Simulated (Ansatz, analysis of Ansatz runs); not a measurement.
**Local vibrational mode of S on a Se site in ZnSe (PBE)**

Subject: S on a Se site in ZnSe. Wanted: its local vibrational mode, in one set-up (PBE, 64-site cell, measured lattice, 420 eV, k: the single point 1/4 1/4 1/4). The model is a cell of 64 host atoms with 1 Se taken out and 1 S put in. The frequencies come from force constants among the defect atom and its neighbours, with the masses of the isotopes named. The measured lattice removes the functional's error in the volume.

What was measured. Threefold local mode of S: 297 cm⁻¹, by Infrared reflectivity with Kramers-Kronig analysis (ZnSe with ~1% S) (“Optical Studies of Lattice Vibration in II-VI Semiconducting Compounds”, 1968, M. Balkanski).

Main program and level: Ansatz 0.2.0; plane-wave PAW DFT, PBE; relaxation of all atoms of a defect supercell.

## Step 1: Starting point

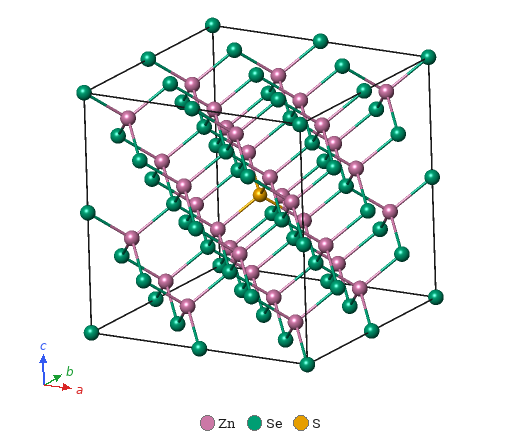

The starting structure, seen slightly off an axis (zinc pink, selenium teal, sulfur orange). Bonds to atoms that aren't drawn are left out. Some periodic images of atoms are drawn too.

The cell holds 64 atoms: 32 Zn, 31 Se and 1 S. Cell: a = 11.335 Å, b = 11.335 Å, c = 11.335 Å, α = 90.0°, β = 90.0°, γ = 90.0°. It derives from ZnSe (space group F-43m). Nearest the centre at fractional (0.375, 0.375, 0.625): S16 at 0.00 Å, Zn12 at 2.45 Å, Zn27 at 2.45 Å, Zn42 at 2.45 Å, Zn57 at 2.45 Å, Se13 at 4.01 Å, Se14 at 4.01 Å, Se7 at 4.01 Å.

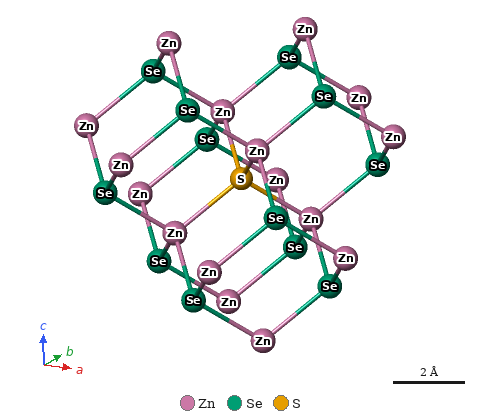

The atoms within 5 Å of the centre.

The host's primitive cell comes from a first run (plane-wave PAW DFT, PBE; relaxation of the host's atoms at the measured cell): vectors of 4.008, 4.008 and 4.008 Å. That is 22.76 Å³ an atom. The supercell is built on it.

## Step 2: Relaxation, charge 0

Every later number rests on the structure around the defect, so the atoms are relaxed at the host's lattice first.

Contents of relax/input.yaml:

```yaml
relax:
  f_tol: 0.01
  max_steps: 80
  escape_saddle: false
crystal:
  lattice:
    - [11.3352, 0.0, 0.0]
    - [0.0, 0.0, -11.3352]
    - [0.0, 11.3352, 0.0]
  atoms:
    - { symbol: Zn, position: [0.0, 0.0, 0.0] }
    - { symbol: Zn, position: [0.0, 0.25, 0.25] }
    - { symbol: Zn, position: [0.25, 0.0, 0.25] }
    - { symbol: Zn, position: [0.25, 0.25, 0.0] }
    - { symbol: Se, position: [0.125, 0.125, 0.125] }
    - { symbol: Se, position: [0.125, 0.375, 0.375] }
    - { symbol: Se, position: [0.375, 0.125, 0.375] }
    - { symbol: Se, position: [0.375, 0.375, 0.125] }
    - { symbol: Zn, position: [0.0, 0.0, 0.5] }
    - { symbol: Zn, position: [0.0, 0.25, 0.75] }
    - { symbol: Zn, position: [0.25, 0.0, 0.75] }
    - { symbol: Zn, position: [0.25, 0.25, 0.5] }
    - { symbol: Se, position: [0.125, 0.125, 0.625] }
    - { symbol: Se, position: [0.125, 0.375, 0.875] }
    - { symbol: Se, position: [0.375, 0.125, 0.875] }
    - { symbol: S, position: [0.375, 0.375, 0.625] }
    - { symbol: Zn, position: [0.0, 0.5, 0.0] }
    - { symbol: Zn, position: [0.0, 0.75, 0.25] }
    - { symbol: Zn, position: [0.25, 0.5, 0.25] }
    - { symbol: Zn, position: [0.25, 0.75, 0.0] }
    - { symbol: Se, position: [0.125, 0.625, 0.125] }
    - { symbol: Se, position: [0.125, 0.875, 0.375] }
    - { symbol: Se, position: [0.375, 0.625, 0.375] }
    - { symbol: Se, position: [0.375, 0.875, 0.125] }
    - { symbol: Zn, position: [0.0, 0.5, 0.5] }
    - { symbol: Zn, position: [0.0, 0.75, 0.75] }
    - { symbol: Zn, position: [0.25, 0.5, 0.75] }
    - { symbol: Zn, position: [0.25, 0.75, 0.5] }
    - { symbol: Se, position: [0.125, 0.625, 0.625] }
    - { symbol: Se, position: [0.125, 0.875, 0.875] }
    - { symbol: Se, position: [0.375, 0.625, 0.875] }
    - { symbol: Se, position: [0.375, 0.875, 0.625] }
    - { symbol: Zn, position: [0.5, 0.0, 0.0] }
    - { symbol: Zn, position: [0.5, 0.25, 0.25] }
    - { symbol: Zn, position: [0.75, 0.0, 0.25] }
    - { symbol: Zn, position: [0.75, 0.25, 0.0] }
    - { symbol: Se, position: [0.625, 0.125, 0.125] }
    - { symbol: Se, position: [0.625, 0.375, 0.375] }
    - { symbol: Se, position: [0.875, 0.125, 0.375] }
    - { symbol: Se, position: [0.875, 0.375, 0.125] }
    - { symbol: Zn, position: [0.5, 0.0, 0.5] }
    - { symbol: Zn, position: [0.5, 0.25, 0.75] }
    - { symbol: Zn, position: [0.75, 0.0, 0.75] }
    - { symbol: Zn, position: [0.75, 0.25, 0.5] }
    - { symbol: Se, position: [0.625, 0.125, 0.625] }
    - { symbol: Se, position: [0.625, 0.375, 0.875] }
    - { symbol: Se, position: [0.875, 0.125, 0.875] }
    - { symbol: Se, position: [0.875, 0.375, 0.625] }
    - { symbol: Zn, position: [0.5, 0.5, 0.0] }
    - { symbol: Zn, position: [0.5, 0.75, 0.25] }
    - { symbol: Zn, position: [0.75, 0.5, 0.25] }
    - { symbol: Zn, position: [0.75, 0.75, 0.0] }
    - { symbol: Se, position: [0.625, 0.625, 0.125] }
    - { symbol: Se, position: [0.625, 0.875, 0.375] }
    - { symbol: Se, position: [0.875, 0.625, 0.375] }
    - { symbol: Se, position: [0.875, 0.875, 0.125] }
    - { symbol: Zn, position: [0.5, 0.5, 0.5] }
    - { symbol: Zn, position: [0.5, 0.75, 0.75] }
    - { symbol: Zn, position: [0.75, 0.5, 0.75] }
    - { symbol: Zn, position: [0.75, 0.75, 0.5] }
    - { symbol: Se, position: [0.625, 0.625, 0.625] }
    - { symbol: Se, position: [0.625, 0.875, 0.875] }
    - { symbol: Se, position: [0.875, 0.625, 0.875] }
    - { symbol: Se, position: [0.875, 0.875, 0.625] }
basis:
  ecutwfc: 420
  xc_grid: 2
hamiltonian:
  xc: pbe
kpoints:
  mp_grid: { grid: [1, 1, 1], shift: [0.25, 0.25, 0.25] }
scf:
  occupations: { method: fermi_dirac, width: 0.01 }
  max_iter: 120
output:
  forces: true
checkpoint:
  write: "../relax.run"
  compress: false
  write_wavefunctions: true
  write_every: 100000
```

Started as:

```
ansatz run input.yaml --threads 4 --pin off --max-ram 7536MiB --backend cpu --events-out ev --progress --plain --runs-dir out
```

Numbers of over 12 decimals in the logs are rounded to 6 here.

What it wrote:

```text
[... repeated set-up lines and file paths are left out, and long positions are rounded to six places ...]
Engine: ansatz 0.2.0, aarch64-unknown-linux-gnu
Pseudopotentials: kind: paw
Pseudopotential: Zn, paw, valence charge 12, recommended cutoff 420 eV (normal), Zn.paw.azcp
Pseudopotential: Se, paw, valence charge 16, recommended cutoff 420 eV (normal), Se.paw.azcp
Pseudopotential: S, paw, valence charge 6, recommended cutoff 420 eV (normal), S.paw.azcp
Functional definition: PBE
  parameter kappa = 0.804
  parameter beta = 0.066725
  exchange = pbe_x(kappa = kappa, mu = beta*pi^2/3)
  correlation = pbe_c(beta = beta)
Crystal: 64 atoms, lattice volume = 1456.423 Å³
Basis set: ecut = 420 eV, 28425 PW (Γ), exchange–correlation on 160×160×160 points (8 copies of the dense FFT grid, shifted against one another)
Bands: 532, of which v1, the nominal top of the filled ones, is band 443 counted from 1 (442 counted from 0)
Symmetry: 6 space group operations
k-points: 1
Non-local potential: Zn, projectors of the file, l = 0: 2, l = 1: 2, l = 2: 3, l = 3: 1
Non-local potential: Se, projectors of the file, l = 0: 2, l = 1: 2, l = 2: 3, l = 3: 1
Non-local potential: S, projectors of the file, l = 0: 2, l = 1: 2, l = 2: 2
PAW form: soft (Blöchl's): semilocal exchange-correlation on the pseudo side does not see the compensation charge
PAW one-centre angular grid: Zn, 590 points (default); XC on 64 Gauss nodes
PAW one-centre angular grid: Se, 590 points (default); XC on 64 Gauss nodes
PAW one-centre angular grid: S, 110 points (default); XC on 64 Gauss nodes
Initial density: superposition of atomic densities (neutral atoms: chi_scale 0, normalization atom), corrected by the library's trained network
Initial wavefunctions: pseudopotential atomic-orbital guess
Functional: x = pbe(κ = 0.804, μ = 0.219515), c = pbe(β = 0.066725)
SCF iter   1: F=—  HF=-276697.969329 eV  |F-HF|=—  |Δ(HF+E_count)|=         —  Δρ=1.35e-3  dr2=2.84e-2  ethr=1.77e-3  ⟨swp⟩=6.0  Hψ=2072  notcnv=0  defer=3
preconditioner: auto → Resta (q_TF=auto, 2.511 Å⁻¹)  ε∞=5.6  [insulator: Δε(μ)=2.420 eV  Ē_g=10.920 eV  σ=0.010 eV  W_gap=1.00  n_scr=388 (ndim 8)  ℏωp=23.4 eV  f_vac=0.116  D(μ)=0.00/eV (n_scr^D=0)  ε∞_Penn≈5.6]
SCF iter   2: F=—  HF=-276697.962419 eV  |F-HF|=—  |Δ(HF+E_count)|=   6.91e-3  Δρ=7.44e-4  dr2=8.63e-3  ethr=3.20e-6  ⟨swp⟩=2.0  Hψ=1063  notcnv=0  defer=81
SCF iter   3: F=—  HF=-276697.962926 eV  |F-HF|=—  |Δ(HF+E_count)|=   5.06e-4  Δρ=2.64e-4  dr2=6.33e-4  ethr=9.74e-7  ⟨swp⟩=2.0  Hψ=762  notcnv=0  defer=81
SCF iter   4: F=—  HF=-276697.961072 eV  |F-HF|=—  |Δ(HF+E_count)|=   1.85e-3  Δρ=1.04e-4  dr2=1.91e-4  ethr=7.14e-8  ⟨swp⟩=2.0  Hψ=894  notcnv=0  defer=81
SCF iter   5: F=—  HF=-276697.961316 eV  |F-HF|=—  |Δ(HF+E_count)|=   2.44e-4  Δρ=8.03e-5  dr2=7.43e-5  ethr=2.16e-8  ⟨swp⟩=2.0  Hψ=894  notcnv=0  defer=81
SCF iter   6: F=—  HF=-276697.961244 eV  |F-HF|=—  |Δ(HF+E_count)|=   7.15e-5  Δρ=2.25e-5  dr2=1.09e-5  ethr=8.39e-9  ⟨swp⟩=2.0  Hψ=894  notcnv=0  defer=81
SCF iter   7: F=-276697.961254 eV  HF=-276697.961255 eV  |F-HF|=7.68e-7  |Δ(HF+E_count)|=   1.04e-5  Δρ=7.07e-6  dr2=7.99e-7  ethr=2.82e-10  ⟨swp⟩=5.0  Hψ=2018  notcnv=0
SCF 1 converged in 7 iterations: F = -276697.961254 eV  dr2 = 7.99e-7
  greatest PAW one-centre occupation: 1.000 electrons in one spin orbital (limit 2), on the Se atom at site 21 (counted from 0), in its partial waves of l = 2
relax step   1: F+E_penalty+E_count = -276697.96125376 eV  Δ(F+E_penalty+E_count) = +0.000e0 eV  max|allowed force component| = 3.328e-1 eV/Å  Δτ_max = 0.0000 Å  (7 SCF iters, dr2 threshold 2.50e-6 eV, accepted)
[... the SCF cycles and remarks between the steps are left out from here to the last step ...]
relax step   2: F+E_penalty+E_count = -276698.05872585 eV  Δ(F+E_penalty+E_count) = -9.747e-2 eV  max|allowed force component| = 1.439e-1 eV/Å  Δτ_max = 0.0611 Å  (6 SCF iters, dr2 threshold 6.92e-6 eV, accepted)
relax step   3: F+E_penalty+E_count = -276698.07433780 eV  Δ(F+E_penalty+E_count) = -1.561e-2 eV  max|allowed force component| = 8.387e-3 eV/Å  Δτ_max = 0.0351 Å  (6 SCF iters, dr2 threshold 1.29e-6 eV, accepted)
iter 1 solved again at ethr=1.01e-10 eV; its pass at ethr=3.10e-3 eV (dr2=8.97e-7 eV) is discarded
SCF iter   1: F=—  HF=-276698.074667 eV  |F-HF|=—  |Δ(HF+E_count)|=         —  Δρ=6.11e-6  dr2=8.96e-7  ethr=1.01e-10  ⟨swp⟩=1.0  Hψ=1476  notcnv=0  defer=81
SCF iter   2: F=—  HF=-276698.074338 eV  |F-HF|=—  |Δ(HF+E_count)|=   3.29e-4  Δρ=3.96e-6  dr2=4.09e-7  ethr=1.01e-10  ⟨swp⟩=2.0  Hψ=876  notcnv=0  defer=81
SCF iter   3: F=—  HF=-276698.074338 eV  |F-HF|=—  |Δ(HF+E_count)|=   2.40e-7  Δρ=2.54e-6  dr2=1.79e-7  ethr=4.61e-11  ⟨swp⟩=2.0  Hψ=728  notcnv=0  defer=81
SCF iter   4: F=-276698.074338 eV  HF=-276698.074338 eV  |F-HF|=4.26e-8  |Δ(HF+E_count)|=   1.44e-7  Δρ=1.92e-6  dr2=5.18e-8  ethr=1.13e-11  ⟨swp⟩=4.0  Hψ=1582  notcnv=0
SCF 4 converged in 4 iterations: F = -276698.074338 eV  dr2 = 5.18e-8
relax step   4: F+E_penalty+E_count = -276698.07433831 eV  Δ(F+E_penalty+E_count) = -5.079e-7 eV  max|allowed force component| = 8.460e-3 eV/Å  Δτ_max = 0.0000 Å  (4 SCF iters, accepted)
NSCF: frozen V_eff on 1 k-points
the band table was solved once a step of the walk had ended and its energy, with any forces and stress, was formed, with the checks that follow a solve (1631 applications of the Hamiltonian). They found nothing against the state; [...]
SCF converged after 4 iterations
Free energy (F): -276698.074338 eV
Harris-Foulkes:  -276698.074338 eV  (|F-HF|=4.26e-8)
Internal energy: -276698.074338 eV  (E = F + TS)
E sigma→0 (E₀):  -276698.074338 eV
Fermi energy:    7.761911 eV
--- Per-component energies (eV) ---
  E_band       = -11862.184003
  E_kinetic    = 7989.278384
  E_local      = -138769.958028  (includes V_loc(G=0)·N_el)
  E_nonlocal   = 1212.898223
  E_hartree    = 64213.994560
  E_xc         = -7719.430449
  E_vxc        = -4796.470875  (∫ρ·V_xc dr)
  E_paw        = -118349.345837  (= ΣΔE_a)
  E_vpaw       = -5925.874233  (= ΣTr[D̂ρ^β])
  E_aug_tail   = -0.028004  (compensation charges beyond the density's cutoff)
  E_ewald      = -85275.483187
  E_smearing   = -0.000000  (= −TS)
  E_closure    = -0.000000  (closes the sum)
  Σ components = -276698.074338   (vs F -276698.074338, Δ=0.00e0)
--- Forces (eV/Å), atoms counted from 1 ---
  atom   1  Zn     0.00155280     0.00208665    -0.00155280
  atom   2  Zn     0.00361460     0.00361460     0.00382942
  [... 4 atoms left out ...]
  atom   7  Se     0.00185893    -0.00451494     0.00451494
  [... 4 atoms left out ...]
  atom  12  Zn    -0.00674760    -0.00674760     0.00674760
  atom  13  Se    -0.00451494     0.00185893     0.00451494
  atom  14  Se    -0.00249811    -0.00043234     0.00634467
  [... 1 atom left out ...]
  atom  16  S      0.00014579     0.00014579    -0.00014579
  [... 10 atoms left out ...]
  atom  27  Zn    -0.00487583     0.00846016    -0.00846016
  [... 1 atom left out ...]
  atom  29  Se    -0.00249811    -0.00634467     0.00043234
  [... 1 atom left out ...]
  atom  31  Se     0.00353576    -0.00011461     0.00011461
  [... 10 atoms left out ...]
  atom  42  Zn     0.00846016     0.00846016     0.00487583
  [... 14 atoms left out ...]
  atom  57  Zn     0.00846016    -0.00487583    -0.00846016
  [... 7 atoms left out ...]
  max |Σ_I F_I| component: 1.26e-7 eV/Å
--- Band table (eV) ---
  k-point 0: bands = ["-40.1535", "-40.1535", "-40.1535", "-40.1482", [... 524 left out ...] "13.7430", "13.7430", "13.7802", "13.9761"]
--- Relaxed structure (4 steps of the walk, 4 accepted, 0 SCFs on fresh bases) ---
  F+E_penalty+E_count = -276698.07433831 eV   max|allowed force component| = 8.460e-3 eV/Å
  atoms:
    - { symbol: Zn, position: [0.000179, 0.000179, 6.61489442901547e-5] }
    - { symbol: Zn, position: [0.000817, 0.250446, 0.250817] }
    [... 4 atoms left out ...]
    - { symbol: Se, position: [0.374577, 0.126457, 0.376457] }
    [... 4 atoms left out ...]
    - { symbol: Zn, position: [0.254901, 0.254901, 0.504901] }
    - { symbol: Se, position: [0.126457, 0.126457, 0.624577] }
    - { symbol: Se, position: [0.126459, 0.375241, 0.873320] }
    [... 1 atom left out ...]
    - { symbol: S, position: [0.374824, 0.374824, 0.624824] }
    [... 10 atoms left out ...]
    - { symbol: Zn, position: [0.254896, 0.495299, 0.745299] }
    [... 1 atom left out ...]
    - { symbol: Se, position: [0.126459, 0.623320, 0.625241] }
    [... 1 atom left out ...]
    - { symbol: Se, position: [0.374474, 0.623312, 0.873312] }
    [... 10 atoms left out ...]
    - { symbol: Zn, position: [0.495299, 0.254896, 0.745299] }
    [... 14 atoms left out ...]
    - { symbol: Zn, position: [0.495299, 0.495299, 0.504896] }
    [... 7 atoms left out ...]
```

Wall time 3.8 min (4 threads of Arm Neoverse V1, shared host); peak memory 4.3 GiB; 14 min of CPU time.

The steps of the relaxation:

```tsv
step	energy less that of the first step (eV)	largest force component (eV/Å)
1	0.0000	0.3328
2	-0.0975	0.1439
3	-0.1131	0.0084
4	-0.1131	0.0085
```

The run keeps the 6 symmetry operations that it works with, so distortions that break them were not tested.

The atoms that moved most (Å):

```tsv
atom	dx	dy	dz	length
Zn12	0.056	0.056	-0.056	0.096
Zn27	0.055	-0.053	0.053	0.094
Zn42	-0.053	-0.053	-0.055	0.094
Zn57	-0.053	0.055	0.053	0.094
Se46	-0.019	-0.019	0.006	0.028
Se31	-0.006	-0.019	0.019	0.028
Se61	-0.019	-0.006	0.019	0.028
Se23	0.003	0.017	0.019	0.025
```

Neighbours of S16 at the end:

```tsv
atom	distance (Å)
Zn12	2.354
Zn57	2.362
Zn27	2.362
Zn42	2.362
Se7	3.981
Se6	3.981
Se13	3.981
Se23	3.982
Se38	3.982
Se45	3.982
Se29	3.982
Se15	3.982
Se14	3.982
Se61	3.983
Se31	3.983
Se46	3.983
```

This step gave:

```yaml
free_energy: -276698.0743 eV
```

The relaxation ends 1.8 meV an atom lower, with a largest force component of 0.0085 eV/Å.

## Step 3: Local vibrational modes

A local mode lives on the defect and the atoms next to it, so only the sites listed in the input are displaced, which costs far fewer SCF runs than the whole cell would.

This step: plane-wave PAW DFT, PBE; finite-displacement force constants among the atoms nearest to a defect, the others at rest.

Contents of modes/input.yaml:

```yaml
crystal:
  lattice:
    - [11.3352, 0.0, 0.0]
    - [0.0, 0.0, -11.3352]
    - [0.0, 11.3352, 0.0]
  atoms:
    - { symbol: Zn, position: [0.000179037, 0.000179037, 6.6149e-05] }
    - { symbol: Zn, position: [0.000817414, 0.250445832, 0.250817414] }
[... 9 atom lines left out ...]
    - { symbol: Zn, position: [0.25490068, 0.25490068, 0.50490068] }
[... 1 atom line left out ...]
    - { symbol: Se, position: [0.126459144, 0.375240624, 0.873319883] }
[... 1 atom line left out ...]
    - { symbol: S, position: [0.374823882, 0.374823882, 0.624823882] }
[... 6 atom lines left out ...]
    - { symbol: Se, position: [0.375240624, 0.623319883, 0.376459144] }
[... 3 atom lines left out ...]
    - { symbol: Zn, position: [0.254895511, 0.495299421, 0.745299421] }
[... 3 atom lines left out ...]
    - { symbol: Se, position: [0.374474122, 0.623311933, 0.873311933] }
[... 6 atom lines left out ...]
    - { symbol: Se, position: [0.623319883, 0.375240624, 0.376459144] }
[... 3 atom lines left out ...]
    - { symbol: Zn, position: [0.495299421, 0.254895511, 0.745299421] }
[... 2 atom lines left out ...]
    - { symbol: Se, position: [0.623319883, 0.126459144, 0.625240624] }
    - { symbol: Se, position: [0.623311933, 0.374474122, 0.873311933] }
[... 10 atom lines left out ...]
    - { symbol: Zn, position: [0.495299421, 0.495299421, 0.504895511] }
[... 3 atom lines left out ...]
    - { symbol: Se, position: [0.623311933, 0.623311933, 0.624474122] }
[... 2 atom lines left out ...]
    - { symbol: Se, position: [0.874881173, 0.874881173, 0.624890978] }
basis:
  ecutwfc: 420
  xc_grid: 2
hamiltonian:
  xc: pbe
kpoints:
  mp_grid: { grid: [1, 1, 1], shift: [0.25, 0.25, 0.25] }
scf:
  occupations: { method: fermi_dirac, width: 0.01 }
  max_iter: 120
output: {}
checkpoint:
  read: "../relax.run"
phonons:
  supercell: [1, 1, 1]
  displaced_sites: [11, 15, 26, 41, 56]
```

What it wrote:

```text
[...]
Crystal: 64 atoms, lattice volume = 1456.423 Å³
Basis set: ecut = 420 eV, 28425 PW (Γ), exchange–correlation on 160×160×160 points (8 copies of the dense FFT grid, shifted against one another)
Bands: 532, of which v1, the nominal top of the filled ones, is band 443 counted from 1 (442 counted from 0)
Symmetry: 6 space group operations
k-points: 1
[...]
SCF iter   7: F=-276698.074338 eV  HF=-276698.074338 eV  |F-HF|=0.00e0  |Δ(HF+E_count)|=    0.00e0  Δρ=6.48e-8  dr2=3.18e-11  ethr=1.00e-12  ⟨swp⟩=3.0  Hψ=1846  notcnv=0
SCF 1 converged in 7 iterations: F = -276698.074338 eV  dr2 = 3.18e-11
[...]
Symmetry: 2 space group operations
[...]
SCF 2 converged in 10 iterations: F = -276698.074303 eV  dr2 = 2.62e-12
[...]
SCF 3 converged in 6 iterations: F = -276698.074336 eV  dr2 = 3.06e-12
[...]
symmetry images taken by strict's conditions (phonons.symmetry_images: auto; settled by no image being taken that strict refuses)
  force constants formed among 5 of 64 sites (Zn 11, S 15, Zn 26, Zn 41, Zn 56); the other 59 at rest. The modes move the named sites alone.
  the frequencies, the zero-point energy and the sums are of the block with the acoustic sum rule laid on its rows. Row sums over every site: 1.6e-4 eV/Å² at the most
  transpose residual: 2.7e-5 eV/Å²
  largest component of a force at the reference: 8.5e-3 eV/Å on a named site, 8.0e-3 eV/Å on a site at rest
  frequencies among the named sites at Γ of the cell (cm⁻¹): 107.09 107.98 107.98 151.89 152.74 152.74 157.75 157.75 159.36 160.86 160.86 187.15 287.90 287.90 288.26
  unstable modes among the named sites: 0
  frequencies as built, with no sum rule (cm⁻¹): 107.09 107.98 107.98 151.89 152.74 152.74 157.75 157.75 159.36 160.86 160.86 187.15 287.90 287.90 288.26
  zero-point energy: 0.162929 eV/cell   skipped modes (ω ≤ 0): 0
  not written: the harmonic force-constant file, the file of eigenvectors (these modes' are written with the force constants), the density of states and the dispersion, which are of every site
[key lines of the parts left out:]
SCF converged after 7 iterations
Free energy (F): -276698.074338 eV
Fermi energy:    7.761913 eV
```

Run time: 12 min. Hardware: 4 threads; peak memory 3.9 GiB.

The column dr2 measures how far the density is from self-consistency, as an energy; F and HF (Harris–Foulkes) agree once it is small.

This step gave:

* free energy: -276698.0743 eV

The modes with the largest weight on the probed atoms (the light atom of a pair), for the masses of each isotope. Modes of the displaced atoms (local only where they lie over the host's phonons):

```tsv
isotopes	mode (cm⁻¹)	share of the defect atoms
n	288.3	0.839
n	287.9	0.849
n	287.9	0.849
```

## Step 4: Outcome

```yaml
distance_from_the_defect_atom_to_its_nearest_neighbour: 2.354 Å
threefold_local_mode_of_s: 288 cm⁻¹
time_of_the_whole_chain: 15 min on 4 threads
```

In words: Threefold local mode of S: computed 288 cm⁻¹, measured 297 cm⁻¹; 9 cm⁻¹ (3 %) below the measurement. Only the named neighbours move, so modes near the host's band are approximate.

[Logs are printed without paths, hosts, clocks, repeated set-up lines and the standing remarks that a program may print on its own settings, such as how far it seeks lower states.]

[Hosts, paths, dates, database ids (printed as entryN), source tags and the programs' standing remarks are cut or masked in the printed files.]

[For some hosts the program warned that the k-mesh of the response run may be too coarse for force constants and the static dielectric constant; such warnings are not shown here.]
